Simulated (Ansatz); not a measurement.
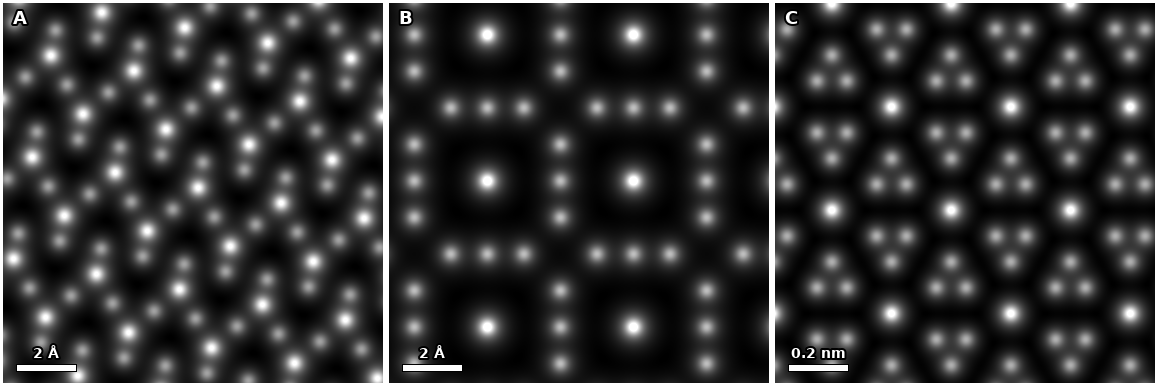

Three views of Pt (Pm-3n, No. 223) along different zone axes. Computed as the sum of neutral-atom potentials (tabulated electron scattering factors, B = 0.3 Å²) projected along the beam and smoothed by 0.25 Å; brighter is more positive. The display is stretched by a gamma of 0.7; percentages refer to the linear signal. Atomic positions: the end point of a relaxation with DFT, r2SCAN, plane waves (500 eV) with PAW, scalar-relativistic (Ansatz 0.2.0); the starting structure was generated, so it need not be a known form of this composition.

```xyz
8
Lattice="5.0267 0.0000 0.0000 0.0000 5.0267 0.0000 0.0000 0.0000 5.0267" Properties=species:S:1:pos:R:3 pbc="T T T"
Pt    0.0000    0.0000    0.0000
Pt    2.5133    2.5133    2.5133
Pt    1.2567    0.0000    2.5133
Pt    3.7700    0.0000    2.5133
Pt    2.5133    1.2567    0.0000
Pt    2.5133    3.7700    0.0000
Pt    0.0000    2.5133    1.2567
Pt    0.0000    2.5133    3.7700
```

**Match the panels to the zone axes [001], [111] and [211].**

A is [211]: projected cell 2.90 × 3.55 Å, 90°, plane group p2mg. B is [001]: projected cell 5.03 × 5.03 Å, 90°, plane group p4mm. C is [111]: projected cell 4.10 × 4.10 Å, 120°, plane group p6mm.
